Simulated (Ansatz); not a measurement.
# Ni (fcc): which electronic and magnetic state is lowest

Aim: start Ni (fcc) from several magnetic orders or shell fillings at one geometry and see which ends lowest. The run doesn't test whether this is the element's stable form.

Computed with Ansatz 0.2.0 (DFT r²SCAN, scalar-relativistic, plane waves, PAW, unless a step's input says otherwise).

### Step 1. The structure to begin with

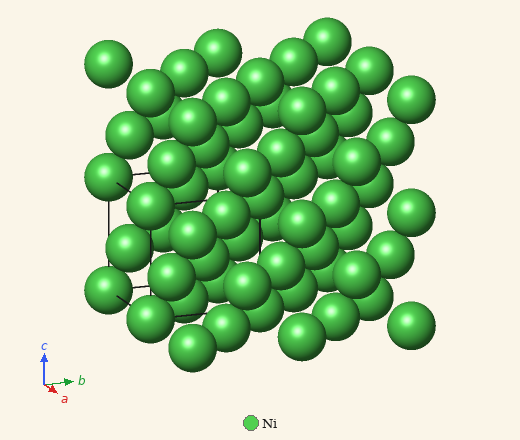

Start, viewed slightly off an axis; nickel green. 2×2×2 cells are drawn. Atoms on the faces are drawn again on the opposite ones. The cell drawn here is the conventional one.

As a file:

```xyz
1
Lattice="0.0000 1.7394 1.7394 1.7394 0.0000 1.7394 1.7394 1.7394 0.0000" Properties=species:S:1:pos:R:3 pbc="T T T"
Ni    0.0000    0.0000    0.0000
```

This cell comes from an earlier session at r²SCAN: 10.525 Å³/atom at -0.02 GPa, on a 20×20×20 mesh, no gap, moments in the atoms' spheres Ni 0.82 μB.

### Step 2. No spin polarisation

Input file input.yaml:

```yaml
crystal:
  lattice:
    - [0.0, 1.7394161781, 1.7394161781]
    - [1.7394161781, 0.0, 1.7394161781]
    - [1.7394161781, 1.7394161781, 0.0]
  atoms:
    - { symbol: Ni, position: [0.0, 0.0, 0.0] }
basis:
  ecutwfc: 500
  ecutrho_ratio: 4
kpoints:
  mp_grid: { grid: [20, 20, 20] }
hamiltonian:
  xc: r2scan
scf:
  occupations: { method: gaussian, width: 0.05 }
output:
  forces: true
  stress: true
  eigenvalues: true
```

What it wrote (excerpt; [...] marks lines left out):

```text
Warning: RAYON_NUM_THREADS=8 ignored (pool sized by the plan → 8); use --threads N
[...]
Pseudopotentials: kind: paw
Pseudopotential: Ni, paw, valence charge 18, recommended cutoff 500 eV (meta_gga), Ni.paw.azcp
Functional definition: r2SCAN
[...]
Crystal: 1 atoms, lattice volume = 10.525 Å³
Basis set: ecut = 500 eV, 283 PW (Γ), exchange–correlation on 72×72×72 points (64 copies of the dense FFT grid, shifted against one another)
Bands: 13, of which v1, the nominal top of the filled ones, is band 9 counted from 1 (8 counted from 0)
Symmetry: 48 space group operations
Space group: Fm-3m (ITA 225), of the structure as read, at distance tolerance 2.2e-5 Å
k-points: 256 of 8000
[...]
SCF iter   1: F=—  HF=-5845.115158 eV  |F-HF|=—  |Δ(HF+E_count)|=         —  Δρ=2.05e-2  dr2=2.29e-2  dr2_τ=3.17e-2  ethr=1.77e-3  ⟨swp⟩=5.7  Hψ=17972  notcnv=0
[...]
SCF iter   8: F=-5845.168605 eV  HF=-5845.168605 eV  |F-HF|=5.13e-9  |Δ(HF+E_count)|=   1.31e-7  Δρ=1.57e-5  dr2=1.65e-8  dr2_τ=3.51e-10  ethr=5.56e-10  ⟨swp⟩=4.8  Hψ=17411  notcnv=0
[...]
SCF converged after 8 iterations
Free energy (F): -5845.168605 eV
[...]
E sigma→0 (E₀):  -5845.166505 eV
Entropy (-TS):   -0.004200 eV (-4.200 meV/atom)
Fermi energy:    18.494176 eV
[...]
--- Forces (eV/Å), atoms counted from 1 ---
  atom   1  Ni    -0.00000000     0.00000000    -0.00000000
[...]
--- Stress (GPa, compression-positive) ---
       -3.087245       0.000000      -0.000000
        0.000000      -3.087245       0.000000
       -0.000000       0.000000      -3.087245
  P = ⅓ Tr σ = -3.0872 GPa (-30.872 kbar)
--- Band table (eV; the first three rows and the last of 256) ---
  k-point 0: bands = ["-88.2099", "-46.9785", "-46.9785", "-46.9785", "8.9982", "16.5319", "16.5319", "16.5319", "17.6271", "17.6271", "43.2227", "47.8956", "47.8956"]
[...]
```

Wall time 0.53 s (8 threads of an x86-64 CPU, shared host); peak memory 0.37 GiB.

Read off: volume 10.525 Å³/atom, pressure -3.09 GPa, a metal on this mesh.

### Step 3. Antiferromagnetic, doubled cell, propagation vector (0, 0, 1/2)

Input file input.yaml:

```yaml
crystal:
  lattice:
    - [0.0, 1.7394161781, 1.7394161781]
    - [1.7394161781, 0.0, 1.7394161781]
    - [3.4788323562, 3.4788323562, 0.0]
  atoms:
    - { symbol: Ni, position: [0.0, 0.0, 0.0], spin: 0.8 }
    - { symbol: Ni, position: [0.0, 0.0, 0.5], spin: -0.8 }
basis:
  ecutwfc: 500
  ecutrho_ratio: 4
kpoints:
  mp_grid: { grid: [20, 20, 10] }
hamiltonian:
  xc: r2scan
scf:
  occupations: { method: gaussian, width: 0.05 }
output:
  forces: true
  stress: true
  eigenvalues: true
  populations: true
magnetization:
  spin_polarized: true
```

What it wrote (excerpt; [...] marks lines left out):

```text
Warning: RAYON_NUM_THREADS=8 ignored (pool sized by the plan → 8); use --threads N
[...]
[... 3 set-up lines as earlier in the session ...]
[...]
Crystal: 2 atoms, lattice volume = 21.051 Å³
Basis set: ecut = 500 eV, 549 PW (Γ), exchange–correlation on 72×72×144 points (64 copies of the dense FFT grid, shifted against one another)
Bands: 23, of which v1, the nominal top of the filled ones, is band 18 counted from 1 (17 counted from 0)
Symmetry: 12 space group operations
Space group: R-3m (ITA 166), of the structure as read, at distance tolerance 2.8e-5 Å
Magnetic group: BNS 166.102 (UNI 1332), of the structure as read, at distance tolerance 2.8e-5 Å
k-points: 396 of 4000
[...]
Starting moments: Σ|m| = 1.6 μB on 2 of 2 sites
Starting magnetic order: antiferromagnet; a translation exchanges its spin sublattices: spin-degenerate at every k-point
[...]
WARN: the starting moments were not kept: 1 of 2 ended reversed and 1 kept their direction, counting a site from 0.1 of the cell's largest site moment. The largest reversed, site 1 (counted from 0, in the order of the report's site_moments_mub), started with -0.8 μB and closes at +8.2e-1 [...]
SCF converged after 2 iterations
Magnetization: 1.5102 μB (18.7551 up, 17.2449 down)
Absolute magnetization: 1.8446 μB (∫|ρ↑−ρ↓|, with the PAW one-centre terms)
Spin contamination: 0.0402 ħ² per cell (⟨S²⟩ above its minimum at these occupations)
Per-site moments (μB) at R_I (Å): [(0.8217863042537508, 1.0147112042430804), (0.821794503753629, 1.0147112042430804)]
Free energy (F): -11690.579892 eV
[...]
E sigma→0 (E₀):  -11690.578091 eV
Entropy (-TS):   -0.003601 eV (-1.801 meV/atom)
Fermi energy:    18.884715 eV
[...]
--- Forces (eV/Å), atoms counted from 1 ---
  atom   1  Ni     0.00000000     0.00000000     0.00000000
  atom   2  Ni     0.00000000    -0.00000000    -0.00000000
[...]
--- Stress (GPa, compression-positive) ---
       -0.017290      -0.000002       0.000002
       -0.000002      -0.017290       0.000002
        0.000002       0.000002      -0.017290
  P = ⅓ Tr σ = -0.0173 GPa (-0.173 kbar)
--- Band table (eV; the first three rows and the last of 792) ---
[... band rows left out ...]
[...]
--- Löwdin populations: 2 sites ---
  site symbol       q [e]    m [muB]
     0     Ni     17.7745     0.8034
     1     Ni     17.7745     0.8034
  spilling = 0.012526 (of n_electrons = 36.000000)
```

Wall time 52 s (8 threads of an x86-64 CPU, shared host); peak memory 1.9 GiB.

Result: volume 10.525 Å³/atom, pressure -0.02 GPa, a metal on this mesh, moments in the atoms' spheres Ni 0.82 μB.

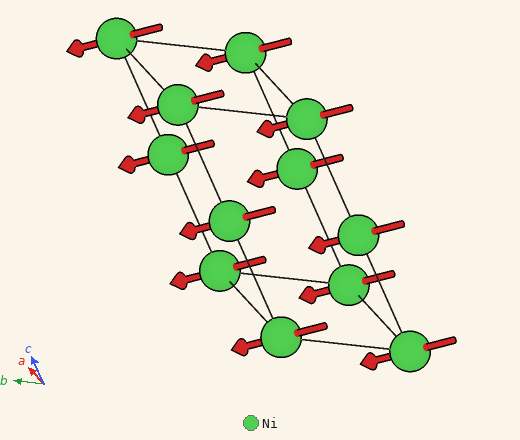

Spin moments on the atoms; the longest arrow is 0.82 μB, and the direction is arbitrary without spin–orbit coupling.

### Step 4. Antiferromagnetic, doubled cell, propagation vector (0, 1/2, 1/2)

Changes to input.yaml since step 3:

```diff
@@ -3,3 +3,3 @@
     - [0.0, 1.7394161781, 1.7394161781]
-    - [1.7394161781, 0.0, 1.7394161781]
+    - [3.4788323562, 1.7394161781, 1.7394161781]
     - [3.4788323562, 3.4788323562, 0.0]
```

What it wrote (excerpt; [...] marks lines left out):

```text
Warning: RAYON_NUM_THREADS=8 ignored (pool sized by the plan → 8); use --threads N
[...]
[... 3 set-up lines as earlier in the session ...]
[...]
Crystal: 2 atoms, lattice volume = 21.051 Å³
Basis set: ecut = 500 eV, 537 PW (Γ), exchange–correlation on 72×128×144 points (64 copies of the dense FFT grid, shifted against one another)
Bands: 23, of which v1, the nominal top of the filled ones, is band 18 counted from 1 (17 counted from 0)
Symmetry: 16 space group operations
Space group: P4/mmm (ITA 123), of the structure as read, at distance tolerance 2.8e-5 Å
Magnetic group: BNS 123.350 (UNI 1010), of the structure as read, at distance tolerance 2.8e-5 Å
k-points: 366 of 4000
[...]
Starting moments: Σ|m| = 1.6 μB on 2 of 2 sites
Starting magnetic order: antiferromagnet; a translation exchanges its spin sublattices: spin-degenerate at every k-point
[...]
WARN: the starting moments were not kept: 1 of 2 ended reversed and 1 kept their direction, counting a site from 0.1 of the cell's largest site moment. The largest reversed, site 0 (counted from 0, in the order of the report's site_moments_mub), started with +0.8 μB and closes at -8.2e-1 [...]
SCF converged after 2 iterations
Magnetization: -1.5102 μB (17.2449 up, 18.7551 down)
Absolute magnetization: 1.8450 μB (∫|ρ↑−ρ↓|, with the PAW one-centre terms)
Spin contamination: 0.0402 ħ² per cell (⟨S²⟩ above its minimum at these occupations)
Per-site moments (μB) at R_I (Å): [(-0.8217752345848323, 1.0147112042430804), (-0.8218025662189451, 1.0147112042430804)]
Free energy (F): -11690.579892 eV
[...]
E sigma→0 (E₀):  -11690.578091 eV
Entropy (-TS):   -0.003601 eV (-1.801 meV/atom)
Fermi energy:    18.884720 eV
[...]
--- Forces (eV/Å), atoms counted from 1 ---
  atom   1  Ni     0.00000000     0.00000000     0.00000000
  atom   2  Ni     0.00000000     0.00000000     0.00000000
[...]
--- Stress (GPa, compression-positive) ---
       -0.017442       0.000000       0.000000
        0.000000      -0.017430       0.000000
        0.000000      -0.000000      -0.017430
  P = ⅓ Tr σ = -0.0174 GPa (-0.174 kbar)
--- Band table (eV; the first three rows and the last of 732) ---
[... band rows left out ...]
[...]
--- Löwdin populations: 2 sites ---
  site symbol       q [e]    m [muB]
     0     Ni     17.7745    -0.8034
     1     Ni     17.7745    -0.8034
  spilling = 0.012526 (of n_electrons = 36.000000)
```

Wall time 49 s (8 threads of an x86-64 CPU, shared host); peak memory 1.7 GiB.

This gives: volume 10.525 Å³/atom, pressure -0.02 GPa, metallic, moments in the atoms' spheres Ni -0.82 μB.

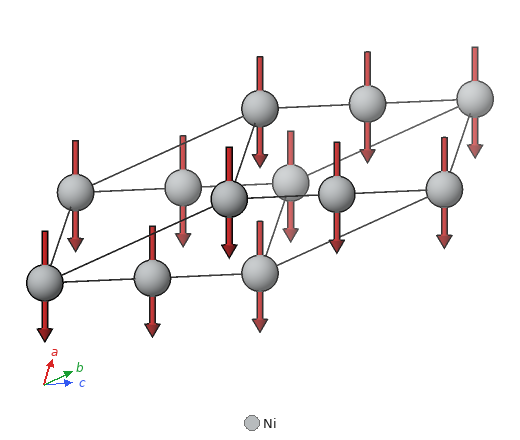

Spin moments on the atoms; the longest arrow is 0.82 μB, and the direction is arbitrary without spin–orbit coupling.

### Step 5. Small parallel starting moments

Input file input.yaml:

```yaml
crystal:
  lattice:
    - [0.0, 1.7394161781, 1.7394161781]
    - [1.7394161781, 0.0, 1.7394161781]
    - [1.7394161781, 1.7394161781, 0.0]
  atoms:
    - { symbol: Ni, position: [0.0, 0.0, 0.0], spin: 0.5 }
basis:
  ecutwfc: 500
  ecutrho_ratio: 4
kpoints:
  mp_grid: { grid: [20, 20, 20] }
hamiltonian:
  xc: r2scan
scf:
  occupations: { method: gaussian, width: 0.05 }
output:
  forces: true
  stress: true
  eigenvalues: true
  populations: true
magnetization:
  spin_polarized: true
```

What it wrote (excerpt; [...] marks lines left out):

```text
Warning: RAYON_NUM_THREADS=8 ignored (pool sized by the plan → 8); use --threads N
[...]
[... 3 set-up lines as earlier in the session ...]
[...]
Crystal: 1 atoms, lattice volume = 10.525 Å³
Basis set: ecut = 500 eV, 283 PW (Γ), exchange–correlation on 72×72×72 points (64 copies of the dense FFT grid, shifted against one another)
Bands: 14, of which v1, the nominal top of the filled ones, is band 9 counted from 1 (8 counted from 0)
[... 2 set-up lines as earlier in the session ...]
Magnetic group: BNS 225.116 (UNI 1618), of the structure as read, at distance tolerance 2.2e-5 Å
k-points: 256 of 8000
[...]
Starting moments: Σ|m| = 0.5 μB on 1 of 1 site
[...]
Absolute magnetization: 0.9223 μB (∫|ρ↑−ρ↓|, with the PAW one-centre terms)
Spin contamination: 0.0201 ħ² per cell (⟨S²⟩ above its minimum at these occupations)
Per-site moments (μB) at R_I (Å): [(0.8217658831055185, 1.0147112042430804)]
Free energy (F): -5845.289946 eV
[...]
E sigma→0 (E₀):  -5845.289045 eV
Entropy (-TS):   -0.001801 eV (-1.801 meV/atom)
Fermi energy:    18.884582 eV
[...]
--- Forces (eV/Å), atoms counted from 1 ---
  atom   1  Ni    -0.00000000    -0.00000000     0.00000000
[...]
--- Stress (GPa, compression-positive) ---
       -0.015931       0.000000      -0.000000
       -0.000000      -0.015931       0.000000
       -0.000000      -0.000000      -0.015931
  P = ⅓ Tr σ = -0.0159 GPa (-0.159 kbar)
--- Band table (eV; the first three rows and the last of 512) ---
  k-point 0 ↑: bands = ["-88.9847", "-47.7418", "-47.7418", "-47.7418", "9.1039", "15.7789", "15.7789", "15.7789", "17.1407", "17.1407", "43.4248", "47.8746", "47.8746", "47.8746"]
[...]
--- Löwdin populations: 1 site ---
  site symbol       q [e]    m [muB]
     0     Ni     17.7745     0.8033
  spilling = 0.012525 (of n_electrons = 18.000000)
```

It took 2.2 s on 8 threads of an x86-64 CPU, shared host; peak memory 0.43 GiB.

In short: volume 10.525 Å³/atom, pressure -0.02 GPa, no gap, moments in the atoms' spheres Ni 0.82 μB.

### Step 6. The magnetic starts side by side

Energies have the smearing extrapolated to zero.

| start | from the base state (meV/atom) | gap (eV) | pressure (GPa) | moments in spheres (μB) |
| --- | --- | --- | --- | --- |
| ferromagnetic | 0.0 | metal | -0.02 | Ni 0.82 |
| no spin polarisation | 122.5 | metal | -3.09 | none |
| antiferromagnetic, doubled cell, propagation vector (0, 0, 1/2) | 0.0 | metal | -0.02 | Ni 0.82 |
| antiferromagnetic, doubled cell, propagation vector (0, 1/2, 1/2) | 0.0 | metal | -0.02 | Ni -0.82 |
| small parallel starting moments | 0.0 | metal | -0.02 | Ni 0.82 |

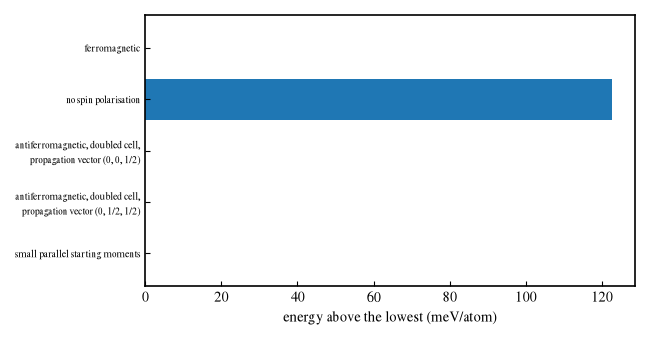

Energy of each magnetic start above the lowest.

Propagation vectors are in units of the typed cell's reciprocal vectors.

### Step 7. Summary of results

| quantity | value |
| --- | --- |
| lowest magnetic start | ferromagnetic |
| next in this table | 122.5 meV/atom higher |

What this shows: The lowest state comes from the start «ferromagnetic», matched within 0.3 meV/atom by «antiferromagnetic, doubled cell, propagation vector (0, 0, 1/2)», «antiferromagnetic, doubled cell, propagation vector (0, 1/2, 1/2)», «small parallel starting moments»; the next lies 122.5 meV/atom higher and is the one without spin polarisation. The starts «antiferromagnetic, doubled cell, propagation vector (0, 0, 1/2)», «antiferromagnetic, doubled cell, propagation vector (0, 1/2, 1/2)» ended with parallel moments, so the order typed was lost. Only a few orders and starts were tried, so a lower state isn't excluded.
